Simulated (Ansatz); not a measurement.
**Run report: ZnSe, geometry relaxation (part 3 of 3)**

ZnSe (slab, 16 atoms in the cell); DFT PBE+D3(BJ), scalar-relativistic, plane waves, PAW, no spin polarisation (Ansatz 0.2.0); cutoff 420 eV, 2×2×1 k-mesh, Gaussian smearing of 0.05 eV. The structure derives from an entry of the Crystallography Open Database. The input holds or restrains some coordinates. Forces given for the steps count only the free coordinates. It belongs to a series of runs on one base structure; here: clean slab, lower planes held.

Geometry of the input (Å; fractional positions):
```
7.9973  0.0000  0.0000
-3.9986  6.9259  0.0000
0.0000  0.0000  20.0811
Se 0.5000  0.0000  0.3984
Se 0.5000  0.5000  0.3984
Se 0.0000  0.0000  0.3984
Se 0.0000  0.5000  0.3984
Zn 0.1667  0.8333  0.4390
Zn 0.1667  0.3333  0.4390
Zn 0.6667  0.8333  0.4390
Zn 0.6667  0.3333  0.4390
Se 0.6667  0.8333  0.5610
Se 0.6667  0.3333  0.5610
Se 0.1667  0.8333  0.5610
Se 0.1667  0.3333  0.5610
Zn 0.3333  0.6667  0.6016
Zn 0.3333  0.1667  0.6016
Zn 0.8333  0.6667  0.6016
Zn 0.8333  0.1667  0.6016
```

Trajectory as extended XYZ, continued:
```
16
Lattice="7.9973 0.0000 0.0000 -3.9986 6.9259 0.0000 0.0000 0.0000 20.0811" Properties=species:S:1:pos:R:3:forces:R:3 step=2 energy=-70314.91801
Se    3.9986    0.0000    8.0000    0.0000   0.0000   0.6259
Se    1.9993    3.4629    8.0000    0.0000   0.0000   0.6259
Se    0.0000    0.0000    8.0000    0.0000   0.0000   0.6259
Se   -1.9993    3.4629    8.0000    0.0000   0.0000   0.6259
Zn   -1.9993    5.7715    8.8162    0.0000   0.0000  -0.9856
Zn    0.0000    2.3086    8.8162    0.0000   0.0000  -0.9856
Zn    1.9993    5.7715    8.8162    0.0000   0.0000  -0.9856
Zn    3.9986    2.3086    8.8162    0.0000   0.0000  -0.9856
Se    1.9993    5.7715   11.3510    0.0000   0.0000   0.7282
Se    3.9986    2.3086   11.3510    0.0000   0.0000   0.7282
Se   -1.9993    5.7715   11.3510    0.0000   0.0000   0.7282
Se    0.0000    2.3086   11.3510    0.0000   0.0000   0.7282
Zn    0.0000    4.6172   11.9824    0.0000   0.0000  -0.3682
Zn    1.9993    1.1543   11.9824    0.0000   0.0000  -0.3682
Zn    3.9986    4.6172   11.9824    0.0000   0.0000  -0.3682
Zn    5.9980    1.1543   11.9824    0.0000   0.0000  -0.3682
16
Lattice="7.9973 0.0000 0.0000 -3.9986 6.9259 0.0000 0.0000 0.0000 20.0811" Properties=species:S:1:pos:R:3:forces:R:3 step=3 energy=-70315.17887
Se    3.9986    0.0000    8.0000    0.0000   0.0000   0.6530
Se    1.9993    3.4629    8.0000    0.0000   0.0000   0.6530
Se    0.0000    0.0000    8.0000    0.0000   0.0000   0.6530
Se   -1.9993    3.4629    8.0000    0.0000   0.0000   0.6530
Zn   -1.9993    5.7715    8.8162    0.0000   0.0000  -0.7078
Zn    0.0000    2.3086    8.8162    0.0000   0.0000  -0.7078
Zn    1.9993    5.7715    8.8162    0.0000   0.0000  -0.7078
Zn    3.9986    2.3086    8.8162    0.0000   0.0000  -0.7078
Se    1.9993    5.7715   11.4871    0.0000   0.0000   0.2141
Se    3.9986    2.3086   11.4871    0.0000   0.0000   0.2141
Se   -1.9993    5.7715   11.4871    0.0000   0.0000   0.2141
Se    0.0000    2.3086   11.4871    0.0000   0.0000   0.2141
Zn    0.0000    4.6172   11.9660    0.0000   0.0000  -0.1591
Zn    1.9993    1.1543   11.9660    0.0000   0.0000  -0.1591
Zn    3.9986    4.6172   11.9660    0.0000   0.0000  -0.1591
Zn    5.9980    1.1543   11.9660    0.0000   0.0000  -0.1591
16
Lattice="7.9973 0.0000 0.0000 -3.9986 6.9259 0.0000 0.0000 0.0000 20.0811" Properties=species:S:1:pos:R:3:forces:R:3 step=4 energy=-70315.23020
Se    3.9986    0.0000    8.0000    0.0000   0.0000   0.6591
Se    1.9993    3.4629    8.0000    0.0000   0.0000   0.6591
Se    0.0000    0.0000    8.0000    0.0000   0.0000   0.6591
Se   -1.9993    3.4629    8.0000    0.0000   0.0000   0.6591
Zn   -1.9993    5.7715    8.8162    0.0000   0.0000  -0.5849
Zn    0.0000    2.3086    8.8162    0.0000   0.0000  -0.5849
Zn    1.9993    5.7715    8.8162    0.0000   0.0000  -0.5849
Zn    3.9986    2.3086    8.8162    0.0000   0.0000  -0.5849
Se    1.9993    5.7715   11.5829    0.0000   0.0000  -0.0356
Se    3.9986    2.3086   11.5829    0.0000   0.0000  -0.0356
Se   -1.9993    5.7715   11.5829    0.0000   0.0000  -0.0356
Se    0.0000    2.3086   11.5829    0.0000   0.0000  -0.0356
Zn    0.0000    4.6172   11.9034    0.0000   0.0000  -0.0387
Zn    1.9993    1.1543   11.9034    0.0000   0.0000  -0.0387
Zn    3.9986    4.6172   11.9034    0.0000   0.0000  -0.0387
Zn    5.9980    1.1543   11.9034    0.0000   0.0000  -0.0387
16
Lattice="7.9973 0.0000 0.0000 -3.9986 6.9259 0.0000 0.0000 0.0000 20.0811" Properties=species:S:1:pos:R:3:forces:R:3 step=5 energy=-70315.24150
Se    3.9986    0.0000    8.0000    0.0000   0.0000   0.6136
Se    1.9993    3.4629    8.0000    0.0000   0.0000   0.6136
Se    0.0000    0.0000    8.0000    0.0000   0.0000   0.6136
Se   -1.9993    3.4629    8.0000    0.0000   0.0000   0.6136
Zn   -1.9993    5.7715    8.8162    0.0000   0.0000  -0.6142
Zn    0.0000    2.3086    8.8162    0.0000   0.0000  -0.6142
Zn    1.9993    5.7715    8.8162    0.0000   0.0000  -0.6142
Zn    3.9986    2.3086    8.8162    0.0000   0.0000  -0.6142
Se    1.9993    5.7715   11.5373    0.0000   0.0000   0.0203
Se    3.9986    2.3086   11.5373    0.0000   0.0000   0.0203
Se   -1.9993    5.7715   11.5373    0.0000   0.0000   0.0203
Se    0.0000    2.3086   11.5373    0.0000   0.0000   0.0203
Zn    0.0000    4.6172   11.8200    0.0000   0.0000  -0.0197
Zn    1.9993    1.1543   11.8200    0.0000   0.0000  -0.0197
Zn    3.9986    4.6172   11.8200    0.0000   0.0000  -0.0197
Zn    5.9980    1.1543   11.8200    0.0000   0.0000  -0.0197
16
Lattice="7.9973 0.0000 0.0000 -3.9986 6.9259 0.0000 0.0000 0.0000 20.0811" Properties=species:S:1:pos:R:3:forces:R:3 step=6 energy=-70315.24421
Se    3.9986    0.0000    8.0000    0.0000   0.0000   0.6015
Se    1.9993    3.4629    8.0000    0.0000   0.0000   0.6015
Se    0.0000    0.0000    8.0000    0.0000   0.0000   0.6015
Se   -1.9993    3.4629    8.0000    0.0000   0.0000   0.6015
Zn   -1.9993    5.7715    8.8162    0.0000   0.0000  -0.6080
Zn    0.0000    2.3086    8.8162    0.0000   0.0000  -0.6080
Zn    1.9993    5.7715    8.8162    0.0000   0.0000  -0.6080
Zn    3.9986    2.3086    8.8162    0.0000   0.0000  -0.6080
Se    1.9993    5.7715   11.5373    0.0000   0.0000   0.0209
Se    3.9986    2.3086   11.5373    0.0000   0.0000   0.0209
Se   -1.9993    5.7715   11.5373    0.0000   0.0000   0.0209
Se    0.0000    2.3086   11.5373    0.0000   0.0000   0.0209
Zn    0.0000    4.6172   11.7786    0.0000   0.0000  -0.0145
Zn    1.9993    1.1543   11.7786    0.0000   0.0000  -0.0145
Zn    3.9986    4.6172   11.7786    0.0000   0.0000  -0.0145
Zn    5.9980    1.1543   11.7786    0.0000   0.0000  -0.0145
16
Lattice="7.9973 0.0000 0.0000 -3.9986 6.9259 0.0000 0.0000 0.0000 20.0811" Properties=species:S:1:pos:R:3:forces:R:3 step=7 energy=-70315.27833
Se    3.9986    0.0000    8.0000    0.0000   0.0000   0.5810
Se    1.9993    3.4629    8.0000    0.0000   0.0000   0.5810
Se    0.0000    0.0000    8.0000    0.0000   0.0000   0.5810
Se   -1.9993    3.4629    8.0000    0.0000   0.0000   0.5810
Zn   -1.9993    5.7715    8.8162    0.0000   0.0000  -0.5828
Zn    0.0000    2.3086    8.8162    0.0000   0.0000  -0.5828
Zn    1.9993    5.7715    8.8162    0.0000   0.0000  -0.5828
Zn    3.9986    2.3086    8.8162    0.0000   0.0000  -0.5828
Se    1.9993    5.7715   11.5541    0.0000   0.0000   0.1004
Se    3.9986    2.3086   11.5541    0.0000   0.0000   0.1004
Se   -1.9993    5.7715   11.5541    0.0000   0.0000   0.1004
Se    0.0000    2.3086   11.5541    0.0000   0.0000   0.1004
Zn    0.0000    4.6172   11.5997    0.0000   0.0000  -0.0986
Zn    1.9993    1.1543   11.5997    0.0000   0.0000  -0.0986
Zn    3.9986    4.6172   11.5997    0.0000   0.0000  -0.0986
Zn    5.9980    1.1543   11.5997    0.0000   0.0000  -0.0986
16
Lattice="7.9973 0.0000 0.0000 -3.9986 6.9259 0.0000 0.0000 0.0000 20.0811" Properties=species:S:1:pos:R:3:forces:R:3 step=8 energy=-70315.46763
Se    3.9986    0.0000    8.0000    0.0000   0.0000   0.6196
Se    1.9993    3.4629    8.0000    0.0000   0.0000   0.6196
Se    0.0000    0.0000    8.0000    0.0000   0.0000   0.6196
Se   -1.9993    3.4629    8.0000    0.0000   0.0000   0.6196
Zn   -1.9993    5.7715    8.8162    0.0000   0.0000  -0.5868
Zn    0.0000    2.3086    8.8162    0.0000   0.0000  -0.5868
Zn    1.9993    5.7715    8.8162    0.0000   0.0000  -0.5868
Zn    3.9986    2.3086    8.8162    0.0000   0.0000  -0.5868
Se    1.9993    5.7715   11.5853    0.0000   0.0000   0.2965
Se    3.9986    2.3086   11.5853    0.0000   0.0000   0.2965
Se   -1.9993    5.7715   11.5853    0.0000   0.0000   0.2965
Se    0.0000    2.3086   11.5853    0.0000   0.0000   0.2965
Zn    0.0000    4.6172   11.4024    0.0000   0.0000  -0.3293
Zn    1.9993    1.1543   11.4024    0.0000   0.0000  -0.3293
Zn    3.9986    4.6172   11.4024    0.0000   0.0000  -0.3293
Zn    5.9980    1.1543   11.4024    0.0000   0.0000  -0.3293
16
Lattice="7.9973 0.0000 0.0000 -3.9986 6.9259 0.0000 0.0000 0.0000 20.0811" Properties=species:S:1:pos:R:3:forces:R:3 step=9 energy=-70315.89369
Se    3.9986    0.0000    8.0000    0.0000   0.0000   0.6242
Se    1.9993    3.4629    8.0000    0.0000   0.0000   0.6242
Se    0.0000    0.0000    8.0000    0.0000   0.0000   0.6242
Se   -1.9993    3.4629    8.0000    0.0000   0.0000   0.6242
Zn   -1.9993    5.7715    8.8162    0.0000   0.0000  -0.4382
Zn    0.0000    2.3086    8.8162    0.0000   0.0000  -0.4382
Zn    1.9993    5.7715    8.8162    0.0000   0.0000  -0.4382
Zn    3.9986    2.3086    8.8162    0.0000   0.0000  -0.4382
Se    1.9993    5.7715   11.6724    0.0000   0.0000   0.2101
Se    3.9986    2.3086   11.6724    0.0000   0.0000   0.2101
Se   -1.9993    5.7715   11.6724    0.0000   0.0000   0.2101
Se    0.0000    2.3086   11.6724    0.0000   0.0000   0.2101
Zn    0.0000    4.6172   11.2081    0.0000   0.0000  -0.3957
Zn    1.9993    1.1543   11.2081    0.0000   0.0000  -0.3957
Zn    3.9986    4.6172   11.2081    0.0000   0.0000  -0.3957
Zn    5.9980    1.1543   11.2081    0.0000   0.0000  -0.3957
16
Lattice="7.9973 0.0000 0.0000 -3.9986 6.9259 0.0000 0.0000 0.0000 20.0811" Properties=species:S:1:pos:R:3:forces:R:3 step=10 energy=-70316.08467
Se    3.9986    0.0000    8.0000    0.0000   0.0000   0.5177
Se    1.9993    3.4629    8.0000    0.0000   0.0000   0.5177
Se    0.0000    0.0000    8.0000    0.0000   0.0000   0.5177
Se   -1.9993    3.4629    8.0000    0.0000   0.0000   0.5177
Zn   -1.9993    5.7715    8.8162    0.0000   0.0000  -0.2122
Zn    0.0000    2.3086    8.8162    0.0000   0.0000  -0.2122
Zn    1.9993    5.7715    8.8162    0.0000   0.0000  -0.2122
Zn    3.9986    2.3086    8.8162    0.0000   0.0000  -0.2122
Se    1.9993    5.7715   11.7148    0.0000   0.0000  -0.2732
Se    3.9986    2.3086   11.7148    0.0000   0.0000  -0.2732
Se   -1.9993    5.7715   11.7148    0.0000   0.0000  -0.2732
Se    0.0000    2.3086   11.7148    0.0000   0.0000  -0.2732
Zn    0.0000    4.6172   11.0132    0.0000   0.0000  -0.0318
Zn    1.9993    1.1543   11.0132    0.0000   0.0000  -0.0318
Zn    3.9986    4.6172   11.0132    0.0000   0.0000  -0.0318
Zn    5.9980    1.1543   11.0132    0.0000   0.0000  -0.0318
16
Lattice="7.9973 0.0000 0.0000 -3.9986 6.9259 0.0000 0.0000 0.0000 20.0811" Properties=species:S:1:pos:R:3:forces:R:3 step=11 energy=-70316.21212
Se    3.9986    0.0000    8.0000    0.0000   0.0000   0.2806
Se    1.9993    3.4629    8.0000    0.0000   0.0000   0.2806
Se    0.0000    0.0000    8.0000    0.0000   0.0000   0.2806
Se   -1.9993    3.4629    8.0000    0.0000   0.0000   0.2806
Zn   -1.9993    5.7715    8.8162    0.0000   0.0000  -0.2883
Zn    0.0000    2.3086    8.8162    0.0000   0.0000  -0.2883
Zn    1.9993    5.7715    8.8162    0.0000   0.0000  -0.2883
Zn    3.9986    2.3086    8.8162    0.0000   0.0000  -0.2883
Se    1.9993    5.7715   11.5305    0.0000   0.0000   0.0632
Se    3.9986    2.3086   11.5305    0.0000   0.0000   0.0632
Se   -1.9993    5.7715   11.5305    0.0000   0.0000   0.0632
Se    0.0000    2.3086   11.5305    0.0000   0.0000   0.0632
Zn    0.0000    4.6172   10.8176    0.0000   0.0000  -0.0549
Zn    1.9993    1.1543   10.8176    0.0000   0.0000  -0.0549
Zn    3.9986    4.6172   10.8176    0.0000   0.0000  -0.0549
Zn    5.9980    1.1543   10.8176    0.0000   0.0000  -0.0549
16
Lattice="7.9973 0.0000 0.0000 -3.9986 6.9259 0.0000 0.0000 0.0000 20.0811" Properties=species:S:1:pos:R:3:forces:R:3 step=12 energy=-70316.21465
Se    3.9986    0.0000    8.0000    0.0000   0.0000   0.2583
Se    1.9993    3.4629    8.0000    0.0000   0.0000   0.2583
Se    0.0000    0.0000    8.0000    0.0000   0.0000   0.2583
Se   -1.9993    3.4629    8.0000    0.0000   0.0000   0.2583
Zn   -1.9993    5.7715    8.8162    0.0000   0.0000  -0.2569
Zn    0.0000    2.3086    8.8162    0.0000   0.0000  -0.2569
Zn    1.9993    5.7715    8.8162    0.0000   0.0000  -0.2569
Zn    3.9986    2.3086    8.8162    0.0000   0.0000  -0.2569
Se    1.9993    5.7715   11.5324    0.0000   0.0000  -0.0096
Se    3.9986    2.3086   11.5324    0.0000   0.0000  -0.0096
Se   -1.9993    5.7715   11.5324    0.0000   0.0000  -0.0096
Se    0.0000    2.3086   11.5324    0.0000   0.0000  -0.0096
Zn    0.0000    4.6172   10.7930    0.0000   0.0000   0.0083
Zn    1.9993    1.1543   10.7930    0.0000   0.0000   0.0083
Zn    3.9986    4.6172   10.7930    0.0000   0.0000   0.0083
Zn    5.9980    1.1543   10.7930    0.0000   0.0000   0.0083
```

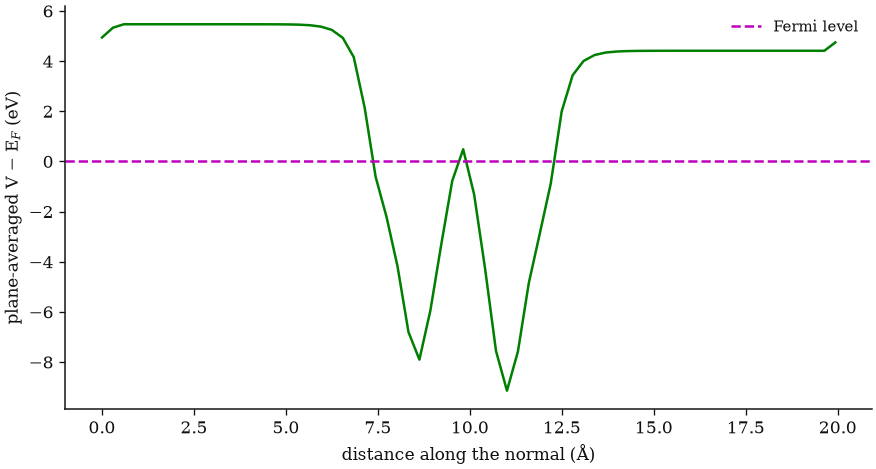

Figure 1. Plane average of the electrostatic potential energy of an electron across the cell, from the Fermi level. The vacuum level lies 4.42 eV above the Fermi level on the upper side and 5.47 eV on the lower.

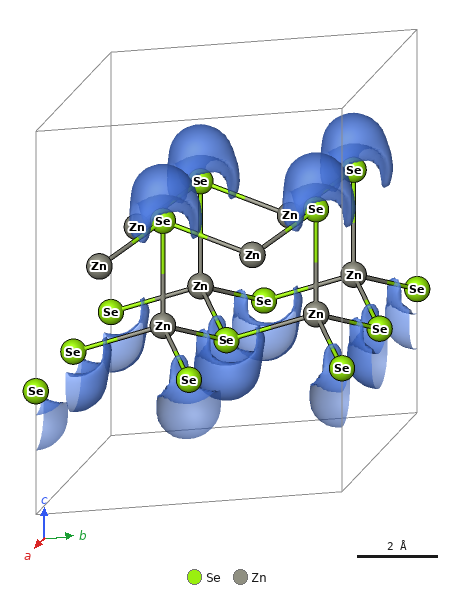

Figure 2. Isosurface of the ELF at 0.8 (blue), seen slightly off an axis. Only the valence region is drawn (cores and ρ < 0.01 e/Å³ removed). Sticks mark near contacts. Profiles from the grid: Zn–Se (2.42 Å): the ELF is about 0.60 at the midpoint. Zn–Se (2.72 Å): the ELF peaks at about 0.70 in the valence shell of Se, 0.8 Å from its nucleus, and drops to about 0.15 between the two atoms. Core electrons are frozen (PAW), so the fields are smoothed inside the atomic spheres.

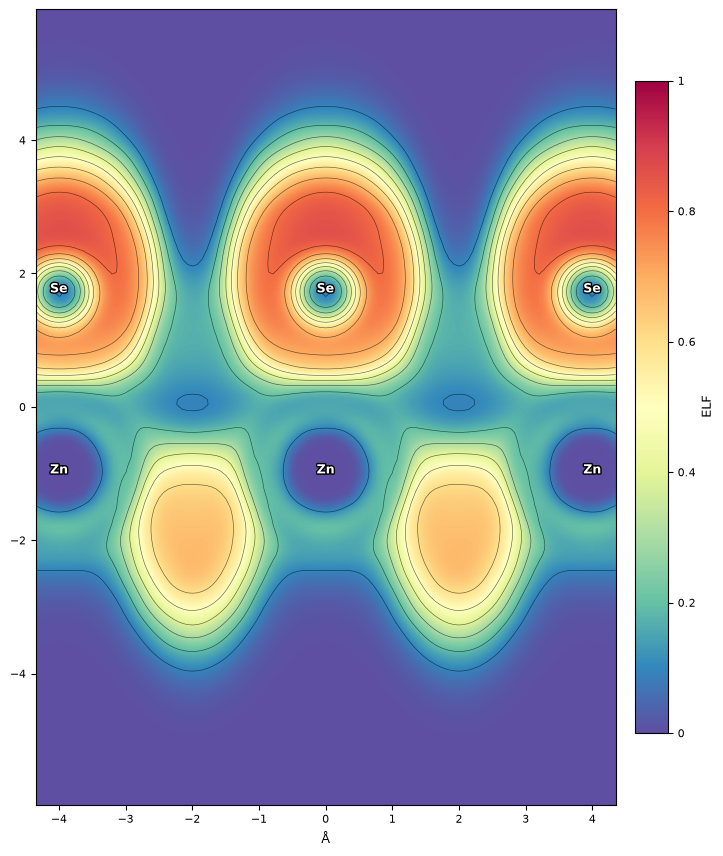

Figure 3. Electron localisation function on the (010) plane of the calculation cell, a cut from vacuum to vacuum. Atoms in the plane: Zn and Se. Zn–Se (2.72 Å): the ELF peaks at about 0.70 in the valence shell of Se, 0.8 Å from its nucleus, and drops to about 0.15 between the two atoms.
